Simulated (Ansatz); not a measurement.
# Single-point calculation, with input and output: SrTiO3 (part 1 of 2)

SrTiO3 (35 atoms in the cell), computed with DFT PBE, scalar-relativistic, plane waves, PAW, no spin polarisation (Ansatz 0.2.0).

The structure derives from a Materials Project entry. It belongs to a series of runs on one base structure; here: the perfect crystal in a cell of 35 atoms. Figures and captions count atoms from 1; the log counts them from 0 in places.

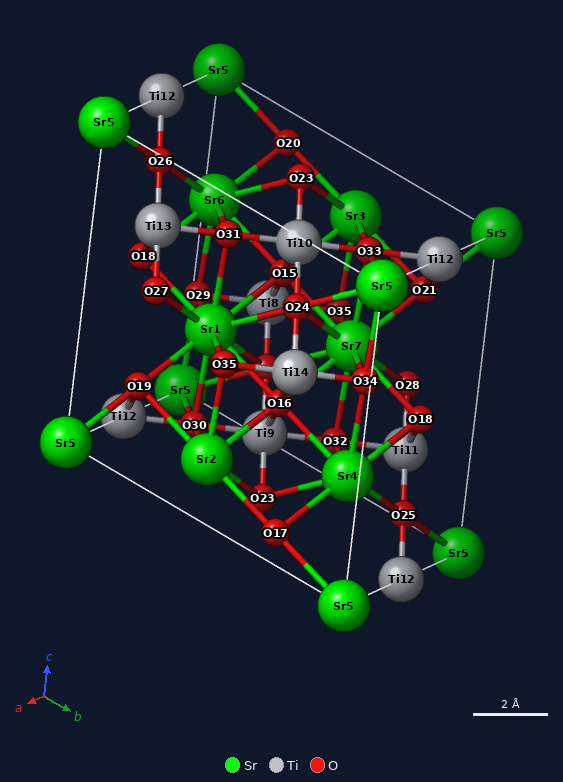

*The structure as given in the input (ball-and-stick view of the cell of the calculation, seen slightly off an axis; atoms are numbered from 1 in the order of the input).*

Input file:
```yaml
crystal:
  lattice:
    - [3.9364351354, -3.9364351354, 3.9364351354]
    - [-7.8728702709, 0.0, 3.9364351354]
    - [0.0, -3.9364351354, -7.8728702709]
  atoms:
    - { symbol: Sr, position: [0.5714285714, 0.2857142857, 0.4285714286] }
    - { symbol: Sr, position: [0.8571428571, 0.4285714286, 0.1428571429] }
    - { symbol: Sr, position: [0.1428571429, 0.5714285714, 0.8571428571] }
    - { symbol: Sr, position: [0.7142857143, 0.8571428571, 0.2857142857] }
    - { symbol: Sr, position: [0.0, 1.0, 1.0] }
    - { symbol: Sr, position: [0.2857142857, 0.1428571429, 0.7142857143] }
    - { symbol: Sr, position: [0.4285714286, 0.7142857143, 0.5714285714] }
    - { symbol: Ti, position: [0.0714285714, 0.2857142857, 0.4285714286] }
    - { symbol: Ti, position: [0.3571428571, 0.4285714286, 0.1428571429] }
    - { symbol: Ti, position: [0.6428571429, 0.5714285714, 0.8571428571] }
    - { symbol: Ti, position: [0.2142857143, 0.8571428571, 0.2857142857] }
    - { symbol: Ti, position: [0.5, 1.0, 0.0] }
    - { symbol: Ti, position: [0.7857142857, 0.1428571429, 0.7142857143] }
    - { symbol: Ti, position: [0.9285714286, 0.7142857143, 0.5714285714] }
    - { symbol: O, position: [0.3571428571, 0.4285714286, 0.6428571429] }
    - { symbol: O, position: [0.6428571429, 0.5714285714, 0.3571428571] }
    - { symbol: O, position: [0.9285714286, 0.7142857143, 0.0714285714] }
    - { symbol: O, position: [0.5, 0.0, 0.5] }
    - { symbol: O, position: [0.7857142857, 0.1428571429, 0.2142857143] }
    - { symbol: O, position: [0.0714285714, 0.2857142857, 0.9285714286] }
    - { symbol: O, position: [0.2142857143, 0.8571428571, 0.7857142857] }
    - { symbol: O, position: [0.2142857143, 0.3571428571, 0.2857142857] }
    - { symbol: O, position: [0.5, 0.5, 0.0] }
    - { symbol: O, position: [0.7857142857, 0.6428571429, 0.7142857143] }
    - { symbol: O, position: [0.3571428571, 0.9285714286, 0.1428571429] }
    - { symbol: O, position: [0.6428571429, 0.0714285714, 0.8571428571] }
    - { symbol: O, position: [0.9285714286, 0.2142857143, 0.5714285714] }
    - { symbol: O, position: [0.0714285714, 0.7857142857, 0.4285714286] }
    - { symbol: O, position: [0.1428571429, 0.0714285714, 0.3571428571] }
    - { symbol: O, position: [0.4285714286, 0.2142857143, 0.0714285714] }
    - { symbol: O, position: [0.7142857143, 0.3571428571, 0.7857142857] }
    - { symbol: O, position: [0.2857142857, 0.6428571429, 0.2142857143] }
    - { symbol: O, position: [0.5714285714, 0.7857142857, 0.9285714286] }
    - { symbol: O, position: [0.8571428571, 0.9285714286, 0.6428571429] }
    - { symbol: O, position: [0.0, 0.5, 0.5] }
basis:
  ecutwfc: 420
  xc_grid: 2
kpoints:
  mp_grid: { grid: [3, 3, 3], shift: [0.0, 0.0, 0.0] }
hamiltonian:
  xc: pbe
scf:
  occupations: { method: gaussian, width: 0.02 }
output:
  forces: true
  stress: true
  eigenvalues: true
  write_density: true
  write_potential: true
  elf: true
  volumetric_format: npy
```

Launch command:
```bash
ansatz run input.yaml --threads 8 --pin off --max-ram 16384MiB --backend cpu --events-out ev --progress --plain --runs-dir out
```

Output:
```
Engine: ansatz 0.2.0, aarch64-unknown-linux-gnu
Pseudopotentials: kind: paw
Pseudopotential: Sr, paw, valence charge 10, recommended cutoff 420 eV (normal), Sr.paw.azcp
Pseudopotential: Ti, paw, valence charge 12, recommended cutoff 420 eV (normal), Ti.paw.azcp
Pseudopotential: O, paw, valence charge 6, recommended cutoff 420 eV (normal), O.paw.azcp
Functional definition: PBE
  parameter kappa = 0.804
  parameter beta = 0.06672455060314922
  exchange = pbe_x(kappa = kappa, mu = beta*pi^2/3)
  correlation = pbe_c(beta = beta)
Crystal: 35 atoms, lattice volume = 426.980 Å³
Basis set: ecut = 420 eV, 8365 PW (Γ), exchange–correlation on 96×120×120 points (8 copies of the dense FFT grid, shifted against one another)
Bands: 175, of which v1, the nominal top of the filled ones, is band 140 counted from 1 (139 counted from 0)
Symmetry: 42 space group operations
Space group: Pm-3m (ITA 221), of the structure as read, at distance tolerance 7.5e-5 Å
k-points: 6 of 27
Non-local potential: Sr, projectors of the file, l = 0: 3, l = 1: 2, l = 2: 2
Non-local potential: Ti, projectors of the file, l = 0: 3, l = 1: 2, l = 2: 3, l = 3: 1
Non-local potential: O, projectors of the file, l = 0: 2, l = 1: 2, l = 2: 1
PAW form: soft (Blöchl's): semilocal exchange-correlation on the pseudo side does not see the compensation charge
PAW one-centre angular grid: Sr, 110 points (default); XC on 64 Gauss nodes
PAW one-centre angular grid: Ti, 590 points (default); XC on 64 Gauss nodes
PAW one-centre angular grid: O, 110 points (default); XC on 64 Gauss nodes
Initial density: superposition of atomic densities (neutral atoms: chi_scale 0, normalization atom), corrected by the library's trained network
Initial wavefunctions: pseudopotential atomic-orbital guess
Functional: x = pbe(κ = 0.804, μ = 0.2195149727645171), c = pbe(β = 0.06672455060314922)
SCF iter   1: F=—  HF=-54281.407759 eV  |F-HF|=—  |Δ(HF+E_count)|=         —  Δρ=1.95e-3  dr2=8.98e-3  ethr=1.77e-3  ⟨swp⟩=7.2  Hψ=4646  notcnv=0  defer=18
preconditioner: auto → Resta (q_TF=auto, 2.543 Å⁻¹)  ε∞=5.7  [insulator: Δε(μ)=1.877 eV  Ē_g=11.997 eV  σ=0.020 eV  W_gap=1.00  n_scr=108 (ndim 8)  ℏωp=26.0 eV  f_vac=0.000  D(μ)=0.00/eV (n_scr^D=0)  ε∞_Penn≈5.7]
SCF iter   2: F=—  HF=-54281.411877 eV  |F-HF|=—  |Δ(HF+E_count)|=   4.12e-3  Δρ=9.18e-4  dr2=1.55e-3  ethr=3.21e-6  ⟨swp⟩=3.3  Hψ=2367  notcnv=0  defer=156
SCF iter   3: F=—  HF=-54281.412765 eV  |F-HF|=—  |Δ(HF+E_count)|=   8.88e-4  Δρ=1.34e-4  dr2=9.16e-5  ethr=5.52e-7  ⟨swp⟩=2.0  Hψ=1199  notcnv=0  defer=156
SCF iter   4: F=—  HF=-54281.411864 eV  |F-HF|=—  |Δ(HF+E_count)|=   9.02e-4  Δρ=4.37e-5  dr2=1.34e-5  ethr=3.27e-8  ⟨swp⟩=2.0  Hψ=1222  notcnv=0  defer=156
SCF iter   5: F=—  HF=-54281.411862 eV  |F-HF|=—  |Δ(HF+E_count)|=   2.03e-6  Δρ=1.52e-5  dr2=5.34e-7  ethr=4.79e-9  ⟨swp⟩=2.0  Hψ=1290  notcnv=0  defer=156
SCF iter   6: F=-54281.411861 eV  HF=-54281.411861 eV  |F-HF|=7.82e-9  |Δ(HF+E_count)|=   1.73e-7  Δρ=2.59e-6  dr2=3.06e-8  ethr=3.57e-11  ⟨swp⟩=18.0  Hψ=9441  notcnv=0
SCF 1 converged in 6 iterations: F = -54281.411861 eV  dr2 = 3.06e-8
  greatest PAW one-centre occupation: 0.999 electrons in one spin orbital (limit 2), on the Ti atom at site 13 (counted from 0), in its partial waves of l = 0
```

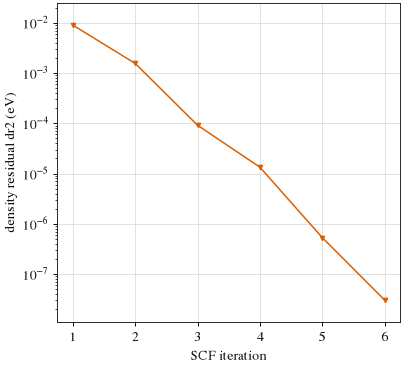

*Convergence of the self-consistent field: density residual dr2 against the SCF iteration.*

The residual falls at every step.

```
SCF converged after 6 iterations
Free energy (F): -54281.411861 eV
Harris-Foulkes:  -54281.411861 eV  (|F-HF|=7.82e-9)
Internal energy: -54281.411861 eV  (E = F + TS)
E sigma→0 (E₀):  -54281.411861 eV
Fermi energy:    10.552395 eV
--- Per-component energies (eV) ---
  E_band       = -1527.865651
  E_kinetic    = 7320.274881
  E_local      = -16902.330432  (includes V_loc(G=0)·N_el)
  E_nonlocal   = 2434.841088
  E_hartree    = 5908.574503
  E_xc         = -3471.660571
  E_vxc        = -4000.768728  (∫ρ·V_xc dr)
  E_paw        = -29493.671189  (= ΣΔE_a)
  E_vpaw       = -2197.085226  (= ΣTr[D̂ρ^β])
  E_aug_tail   = 0.052318  (compensation charges beyond the density's cutoff)
  E_ewald      = -20077.492460
  E_smearing   = -0.000000  (= −TS)
  E_closure    = -0.000000  (closes the sum)
  Σ components = -54281.411861   (vs F -54281.411861, Δ=0.00e0)
--- Forces (eV/Å), atoms counted from 1 ---
  atom   1  Sr     0.00000000     0.00000000    -0.00000000
  atom   2  Sr     0.00000000    -0.00000000    -0.00000000
  atom   3  Sr    -0.00000000     0.00000000     0.00000000
  atom   4  Sr     0.00000000     0.00000000     0.00000000
  atom   5  Sr     0.00000000    -0.00000000    -0.00000000
  atom   6  Sr     0.00000000     0.00000000     0.00000000
  atom   7  Sr    -0.00000000     0.00000000     0.00000000
  atom   8  Ti     0.00000000     0.00000000    -0.00000000
  atom   9  Ti    -0.00000000    -0.00000000     0.00000000
  atom  10  Ti    -0.00000000     0.00000000     0.00000000
  atom  11  Ti     0.00000000     0.00000000     0.00000000
  atom  12  Ti    -0.00000000    -0.00000000     0.00000000
  atom  13  Ti     0.00000000    -0.00000000    -0.00000000
  atom  14  Ti    -0.00000000     0.00000000    -0.00000000
  atom  15  O      0.00000000    -0.00000000    -0.00000000
  atom  16  O     -0.00000000     0.00000000     0.00000000
  atom  17  O     -0.00000000     0.00000000    -0.00000000
  atom  18  O      0.00000000     0.00000000     0.00000000
  atom  19  O      0.00000000     0.00000000     0.00000000
  atom  20  O      0.00000000    -0.00000000    -0.00000000
  atom  21  O     -0.00000000     0.00000000     0.00000000
  atom  22  O      0.00000000     0.00000000     0.00000000
  atom  23  O      0.00000000    -0.00000000     0.00000000
  atom  24  O     -0.00000000     0.00000000     0.00000000
  atom  25  O      0.00000000     0.00000000     0.00000000
  atom  26  O     -0.00000000    -0.00000000     0.00000000
  atom  27  O      0.00000000     0.00000000    -0.00000000
  atom  28  O      0.00000000    -0.00000000     0.00000000
  atom  29  O     -0.00000000    -0.00000000    -0.00000000
  atom  30  O      0.00000000     0.00000000     0.00000000
  atom  31  O      0.00000000     0.00000000     0.00000000
  atom  32  O     -0.00000000     0.00000000     0.00000000
  atom  33  O      0.00000000    -0.00000000     0.00000000
  atom  34  O      0.00000000    -0.00000000    -0.00000000
  atom  35  O     -0.00000000    -0.00000000    -0.00000000
  max |Σ_I F_I| component: 1.53e-25 eV/Å
--- Stress (GPa, compression-positive) ---
        0.004906       0.000463      -0.000463
        0.000463       0.004906       0.000463
       -0.000463       0.000463       0.004906
  P = ⅓ Tr σ = 0.0049 GPa (0.049 kbar)
--- Band table (eV; the first three rows and the last of 6) ---
  k-point 0: bands = ["-46.8338", "-46.8319", "-46.8319", "-46.8319", "-46.8319", "-46.8319", "-46.8319", "-23.1778", "-23.1778", "-23.1778", "-23.1778", "-23.1778", "-23.1778", "-23.1298", "-23.1162", "-23.1162", "-23.1162", "-23.1162", "-23.1162", "-23.1162", "-23.0874", "-23.0874", "-23.0874", "-23.0874", "-23.0874", "-23.0874", "-23.0790", "-23.0790", "-23.0790", "-23.0530", "-23.0530", "-23.0530", "-23.0530", "-23.0530", "-23.0530", "-7.6715", "-7.3811", "-7.3811", "-7.3811", "-7.3811",
      "-7.3811", "-7.3811", "-6.7093", "-6.7093", "-6.7093", "-6.7093", "-6.7093", "-6.7093", "-6.7088", "-6.7088", "-6.5880", "-6.5880", "-6.5880", "-6.5880", "-6.5880", "-6.5880", "-5.1308", "-5.1308", "-5.1308", "-5.1308", "-5.1308", "-5.1308", "-5.1174", "-5.1174", "-5.1174", "-4.8548", "-4.8548", "-4.8548", "-4.8548", "-4.8548", "-4.8548", "-4.7546", "-4.7546", "-4.7546", "-4.7546", "-4.7546", "-4.7546", "5.4317", "5.4317", "5.4317",
      "5.4317", "5.4317", "5.4317", "5.7670", "5.7670", "5.7670", "5.7670", "5.7670", "5.7670", "6.1308", "6.1308", "6.1308", "6.1308", "6.1308", "6.1308", "6.6152", "6.6152", "6.6152", "6.6152", "6.6152", "6.6152", "6.7605", "6.7605", "6.7605", "6.7605", "6.7605", "6.7605", "6.8671", "6.8671", "6.8671", "7.5271", "7.5271", "7.5271", "7.5271", "7.5271", "7.5271", "8.4533", "8.4533", "8.4533", "8.4533",
      "8.4533", "8.4533", "8.5272", "8.5272", "8.5272", "8.5441", "8.5441", "8.5441", "8.5441", "8.5441", "8.5441", "9.1891", "9.1891", "9.1891", "9.1891", "9.1891", "9.1891", "9.3005", "9.3005", "9.3005", "11.5007", "11.5008", "11.5008", "12.8903", "12.8903", "12.8903", "12.8903", "12.8903", "12.8903", "13.3434", "13.3434", "13.3434", "13.3434", "13.3434", "13.3434", "13.4930", "13.4930", "13.4930", "13.4930", "13.4930",
      "13.4930", "13.8368", "13.8368", "15.0706", "15.0706", "15.2478", "15.2478", "15.2478", "15.2478", "15.2478", "15.2478", "15.6687", "16.9507", "16.9507", "16.9507"]
```
